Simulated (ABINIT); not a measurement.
# ZrC: dielectric calculation (part 1 of 3)

ZrC (F-43m, 2 atoms in the cell), computed with Kohn-Sham DFT of a periodic cell, LDA-PZ, PseudoDojo NC SR LDA v0.4.1 standard, no spin polarisation (ABINIT 10.8.3).

The structure was built on a prototype by a generator; it need not be a known phase. The geometry was changed: volume scaled by 1.04.

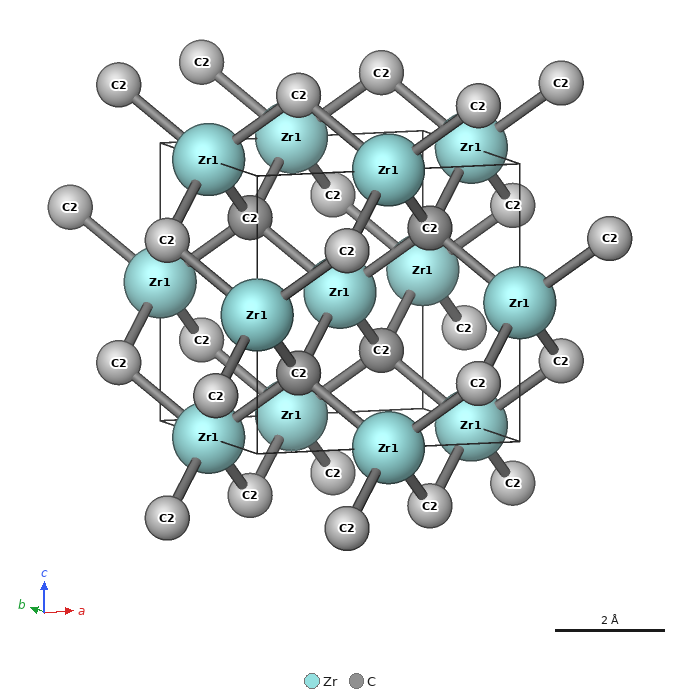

Figure 1. The structure (ball-and-stick view of the cell 4 times as large as that of the calculation, set on its symmetry axes, seen slightly off an axis; neighbours outside the cell are drawn fainter; atoms are numbered from 1 in the order of the input). An atom can appear more than once, as a periodic image.

## Input
```
# Datasets
ndtset 3

# Pseudopotentials
pp_dirpath "./"
pseudos "Zr.upf, C.upf"

# Structure
acell 6.8923632521 6.8923632521 6.8923632521
rprim
     0.0000000000     0.7071067812     0.7071067812
     0.7071067812     0.0000000000     0.7071067812
     0.7071067812     0.7071067812     0.0000000000
ntypat 2
znucl 40 6
natom 2
typat 1 2
chkprim 0
chksymtnons 0
tolsym 1.0e-6
xred
            1/2            1/2            1/2
            3/4            3/4            3/4

# Plane-wave basis
ecut 31.0

# k points
ngkpt 8 8 8
nshiftk 1
shiftk 0.0 0.0 0.0

# Exchange and correlation
ixc 2

# Bands and occupations
nband 8
occopt 1

# SCF cycle
nstep 80
diemac 6.0

# Output
prteig 0
prtebands 0
prtwf 0
prtden 0
prtpot 0

# Dataset 1: ground state
kptopt1 1
tolvrs1 1.0e-15
prtwf1 1

# Dataset 2: derivatives of the wave functions by k
iscf2 -3
rfelfd2 2
rfdir2 1 1 1
getwfk2 1
kptopt2 2
nqpt2 1
qpt2 0.0 0.0 0.0
tolwfr2 1.0e-18
prtwf2 1

# Dataset 3: response at q = 0 to electric field
rfelfd3 3
rfdir3 1 1 1
getwfk3 1
getddk3 2
kptopt3 2
nqpt3 1
qpt3 0.0 0.0 0.0
tolvrs3 1.0e-7
```

## File mrgddb.in
```
merged_DDB
ZrC
2
runo_DS1_DDB
runo_DS3_DDB
```

## File anaddb.abi
```
ddb_filepath "merged_DDB"
output_file "anaddb.abo"
outdata_prefix "ana"
asr 2
chneut 1
dipdip 1
dieflag 2
enunit 0
```

Machine: 1 thread of Arm Neoverse V1, 112 GiB of memory available, shared host.

Launched with:
```bash
abinit run.abi > log 2>&1
mrgddb < mrgddb.in > mrgddb.log 2>&1
anaddb anaddb.abi > anaddb.log 2>&1
```

## The program's output
```
.Version 10.8.3 of ABINIT
 DATASET    1 : space group F-4 3 m (#216); Bravais cF (face-center cubic)
================================================================================
 Values of the parameters that define the memory need for DATASET  1.
     intxc =       0    ionmov =       0      iscf =       7    lmnmax =       6
     lnmax =       6     mgfft =      36  mpssoang =       3    mqgrid =    3001
     natom =       2  nloc_mem =       1    nspden =       1   nspinor =       1
    nsppol =       1      nsym =      24    n1xccc =    2501    ntypat =       2
    occopt =       1   xclevel =       1
       mpw =        1926          nfft =       46656          nkpt =          29
================================================================================
================================================================================

 DATASET    2 : space group F-4 3 m (#216); Bravais cF (face-center cubic)
================================================================================
 Values of the parameters that define the memory need for DATASET  2 (RF).
     intxc =       0      iscf =      -3    lmnmax =       6     lnmax =       6
     mgfft =      36  mpssoang =       3    mqgrid =    3001     natom =       2
  nloc_mem =       1    nspden =       1   nspinor =       1    nsppol =       1
      nsym =      24    n1xccc =    2501    ntypat =       2    occopt =       1
   xclevel =       1
      nfft =       46656          nkpt =         260
================================================================================
================================================================================

 DATASET    3 : space group F-4 3 m (#216); Bravais cF (face-center cubic)
================================================================================
 Values of the parameters that define the memory need for DATASET  3 (RF).
     intxc =       0      iscf =       7    lmnmax =       6     lnmax =       6
     mgfft =      36  mpssoang =       3    mqgrid =    3001     natom =       2
  nloc_mem =       1    nspden =       1   nspinor =       1    nsppol =       1
      nsym =      24    n1xccc =    2501    ntypat =       2    occopt =       1
   xclevel =       1
      nfft =       46656          nkpt =         260
================================================================================
================================================================================

--------------------------------------------------------------------------------
------------- Echo of variables that govern the present computation ------------
--------------------------------------------------------------------------------
 -outvars: echo values of preprocessed input variables --------
            acell      6.8923632521E+00  6.8923632521E+00  6.8923632521E+00 Bohr
              amu      9.12240000E+01  1.20110000E+01
          chkprim           0
      chksymtnons           0
           diemac      6.00000000E+00
             ecut      3.10000000E+01 Hartree
           getddk1          0
           getddk2          0
           getddk3          2
           getwfk1          0
           getwfk2          1
           getwfk3          1
             iscf1          7
             iscf2         -3
             iscf3          7
                       outvar_i_n : Printing only first  50 k-points.
              ixc           2
           jdtset        1    2    3
                       outvar_i_n : Printing only first  50 k-points.
           kptopt1          1
           kptopt2          2
           kptopt3          2
         kptrlatt        8    0    0      0    8    0      0    0    8
          kptrlen      5.51389060E+01
            natom           2
            nband1          8
            nband2          8
            nband3          8
           ndtset           3
            ngfft          36      36      36
             nkpt1         29
             nkpt2        260
             nkpt3        260
             nqpt1          0
             nqpt2          1
             nqpt3          1
            nstep          80
             nsym          24
           ntypat           2
        optdriver1          0
        optdriver2          1
        optdriver3          1
           prtden           0
        prtebands           0
           prteig           0
            prtwf1          1
            prtwf2          1
            prtwf3          0
           rfelfd1          0
           rfelfd2          2
           rfelfd3          3
            rprim      0.0000000000E+00  7.0710678120E-01  7.0710678120E-01
                       7.0710678120E-01  0.0000000000E+00  7.0710678120E-01
                       7.0710678120E-01  7.0710678120E-01  0.0000000000E+00
          spgroup         216
           tolsym      1.00000000E-06
           tolvrs1     1.00000000E-15
           tolvrs2     0.00000000E+00
           tolvrs3     1.00000000E-07
           tolwfr1     0.00000000E+00
           tolwfr2     1.00000000E-18
           tolwfr3     0.00000000E+00
            typat      1  2
                       outvars : Printing only first  50 k-points.
           xangst      2.5790175239E+00  2.5790175239E+00  2.5790175239E+00
                       3.8685262858E+00  3.8685262858E+00  3.8685262858E+00
            xcart      4.8736367941E+00  4.8736367941E+00  4.8736367941E+00
                       7.3104551911E+00  7.3104551911E+00  7.3104551911E+00
             xred      5.0000000000E-01  5.0000000000E-01  5.0000000000E-01
                       7.5000000000E-01  7.5000000000E-01  7.5000000000E-01
            znucl       40.00000    6.00000

================================================================================

 chkinp: Checking input parameters for consistency, jdtset=   1.

 chkinp: Checking input parameters for consistency, jdtset=   2.

 chkinp: Checking input parameters for consistency, jdtset=   3.

================================================================================
== DATASET  1 ==================================================================

--- !DatasetInfo
iteration_state: {dtset: 1, }
dimensions: {natom: 2, nkpt: 29, mband: 8, nsppol: 1, nspinor: 1, nspden: 1, mpw: 1926, }
cutoff_energies: {ecut:  31.0, pawecutdg:  -1.0, }
electrons: {nelect:   1.60000000E+01, charge:   0.00000000E+00, occopt:   1.00000000E+00, tsmear:   1.00000000E-02, }
meta: {optdriver: 0, ionmov: 0, optcell: 0, iscf: 7, paral_kgb: 0, }
...

 Exchange-correlation functional for the present dataset will be:
  LDA: Perdew-Zunger-Ceperley-Alder - ixc=2
  J.P.Perdew and A.Zunger, PRB 23, 5048 (1981)

 Real(R)+Recip(G) space primitive vectors, cartesian coordinates (Bohr,Bohr^-1):
 R(1)=  0.0000000  4.8736368  4.8736368  G(1)= -0.1025928  0.1025928  0.1025928
 R(2)=  4.8736368  0.0000000  4.8736368  G(2)=  0.1025928 -0.1025928  0.1025928
 R(3)=  4.8736368  4.8736368  0.0000000  G(3)=  0.1025928  0.1025928 -0.1025928
 Unit cell volume ucvol=  2.3152051E+02 bohr^3
 Angles (23,13,12)=  6.00000000E+01  6.00000000E+01  6.00000000E+01 degrees

 getcut: wavevector=  0.0000  0.0000  0.0000  ngfft=  36  36  36
         ecut(hartree)=     31.000   => boxcut(ratio)=   2.08396

--- Pseudopotential description ------------------------------------------------
- pspini: atom type   1  psp file is ./Zr.upf
  40.00000  12.00000  180309                  znucl, zion, pspdat
12 -1012 2 -1 1584                            pspcod,pspxc,lmax,lloc,mmax
     nproj     2     2     2

- pspini: atom type   2  psp file is ./C.upf
   6.00000   4.00000  180309                  znucl, zion, pspdat
12 -1012 1 -1 1234                            pspcod,pspxc,lmax,lloc,mmax
     nproj     2     2     0

   3.71618947E+02                                ecore*ucvol(ha*bohr**3)
--------------------------------------------------------------------------------

================================================================================

--- !BeginCycle
iteration_state: {dtset: 1, }
solver: {iscf: 7, nstep: 80, nline: 4, wfoptalg: 0, }
tolerances: {tolvrs: 1.00E-15, }
...

     iter   Etot(hartree)      deltaE(h)  residm     vres2
 ETOT  1  -56.454519796953    -5.645E+01 1.350E-01 8.172E+02
 ETOT  2  -56.376181048890     7.834E-02 2.599E-02 1.403E+03
 ETOT  3  -56.715923544971    -3.397E-01 1.642E-02 9.773E+00
 ETOT  4  -56.720679092458    -4.756E-03 2.645E-02 6.111E+00
 ETOT  5  -56.722904944327    -2.226E-03 7.417E-04 1.533E+00
 ETOT  6  -56.723357003639    -4.521E-04 1.771E-03 1.446E-01
 ETOT  7  -56.723428248415    -7.124E-05 7.967E-05 4.095E-04
 ETOT  8  -56.723438747672    -1.050E-05 7.690E-05 5.924E-04
 ETOT  9  -56.723443330586    -4.583E-06 1.343E-05 5.905E-05
 ETOT 10  -56.723445323645    -1.993E-06 1.697E-05 3.167E-05
 ETOT 11  -56.723446247084    -9.234E-07 3.001E-06 5.684E-06
 ETOT 12  -56.723446670007    -4.229E-07 3.715E-06 1.192E-06
 ETOT 13  -56.723446866298    -1.963E-07 6.796E-07 8.453E-06
 ETOT 14  -56.723446957461    -9.116E-08 8.306E-07 1.367E-05
 ETOT 15  -56.723446998694    -4.123E-08 1.561E-07 2.478E-05
 ETOT 16  -56.723447018490    -1.980E-08 1.869E-07 2.689E-05
 ETOT 17  -56.723446979726     3.876E-08 4.120E-08 2.279E-04
 ETOT 18  -56.723447032164    -5.244E-08 2.771E-08 2.647E-05
 ETOT 19  -56.723447040195    -8.030E-09 1.021E-08 2.881E-06
 ETOT 20  -56.723447041996    -1.801E-09 8.211E-09 2.737E-08
 ETOT 21  -56.723447042582    -5.854E-10 2.636E-09 1.826E-09
 ETOT 22  -56.723447042872    -2.903E-10 2.277E-09 4.179E-08
 ETOT 23  -56.723447043022    -1.499E-10 7.249E-10 6.736E-08
 ETOT 24  -56.723447043115    -9.284E-11 6.061E-10 1.600E-08
 ETOT 25  -56.723447043159    -4.415E-11 1.901E-10 5.096E-09
 ETOT 26  -56.723447043175    -1.584E-11 1.598E-10 2.636E-08
 ETOT 27  -56.723447043193    -1.831E-11 5.510E-11 1.321E-09
 ETOT 28  -56.723447043196    -3.141E-12 4.116E-11 9.815E-09
 ETOT 29  -56.723447043164     3.255E-11 1.655E-11 1.633E-07
 ETOT 30  -56.723447043204    -3.998E-11 1.678E-11 3.274E-10
 ETOT 31  -56.723447043205    -1.847E-12 4.464E-12 7.012E-10
 ETOT 32  -56.723447043205     4.690E-13 4.115E-12 1.592E-09
 ETOT 33  -56.723447043205    -3.268E-13 9.092E-13 1.292E-09
 ETOT 34  -56.723447043205     4.263E-13 1.083E-12 3.138E-10
 ETOT 35  -56.723447043206    -1.641E-12 2.385E-13 4.230E-11
 ETOT 36  -56.723447043205     1.279E-12 2.629E-13 2.943E-12
 ETOT 37  -56.723447043206    -5.258E-13 5.809E-14 2.726E-12
 ETOT 38  -56.723447043206     1.421E-13 6.311E-14 3.504E-13
 ETOT 39  -56.723447043206    -2.132E-14 1.367E-14 8.703E-13
 ETOT 40  -56.723447043206    -7.532E-13 1.505E-14 1.540E-13
 ETOT 41  -56.723447043205     1.428E-12 3.311E-15 1.534E-14
 ETOT 42  -56.723447043206    -9.805E-13 3.547E-15 5.826E-14
 ETOT 43  -56.723447043205     4.832E-13 7.659E-16 1.088E-15
 ETOT 44  -56.723447043205     7.816E-13 8.333E-16 5.554E-15
 ETOT 45  -56.723447043206    -1.187E-12 1.775E-16 1.090E-15
 ETOT 46  -56.723447043206     1.208E-13 1.924E-16 3.119E-16

 At SCF step   46       vres2   =  3.12E-16 < tolvrs=  1.00E-15 =>converged.

 Cartesian components of stress tensor (hartree/bohr^3)
  sigma(1 1)=  4.28717753E-04  sigma(3 2)=  0.00000000E+00
  sigma(2 2)=  4.28717753E-04  sigma(3 1)=  0.00000000E+00
  sigma(3 3)=  4.28717753E-04  sigma(2 1)=  0.00000000E+00

--- !ResultsGS
iteration_state: {dtset: 1, }
comment   : Summary of ground state results
lattice_vectors:
- [  0.0000000,   4.8736368,   4.8736368, ]
- [  4.8736368,   0.0000000,   4.8736368, ]
- [  4.8736368,   4.8736368,   0.0000000, ]
lattice_lengths: [   6.89236,    6.89236,    6.89236, ]
lattice_angles: [ 60.000,  60.000,  60.000, ] # degrees, (23, 13, 12)
lattice_volume:   2.3152051E+02
convergence: {deltae:  1.208E-13, res2:  3.119E-16, residm:  1.924E-16, diffor: null, }
etotal    :  -5.67234470E+01
entropy   :   0.00000000E+00
fermie    :   2.65524639E-01
cartesian_stress_tensor: # hartree/bohr^3
- [  4.28717753E-04,   0.00000000E+00,   0.00000000E+00, ]
- [  0.00000000E+00,   4.28717753E-04,   0.00000000E+00, ]
- [  0.00000000E+00,   0.00000000E+00,   4.28717753E-04, ]
pressure_GPa:  -1.2613E+01
xred      :
- [  5.0000E-01,   5.0000E-01,   5.0000E-01, Zr]
- [  7.5000E-01,   7.5000E-01,   7.5000E-01,  C]
cartesian_forces: # hartree/bohr
- [ -0.00000000E+00,  -0.00000000E+00,  -0.00000000E+00, ]
- [ -0.00000000E+00,  -0.00000000E+00,  -0.00000000E+00, ]
force_length_stats: {min:   0.00000000E+00, max:   0.00000000E+00, mean:   0.00000000E+00, }
...

 Integrated electronic density in atomic spheres:
```
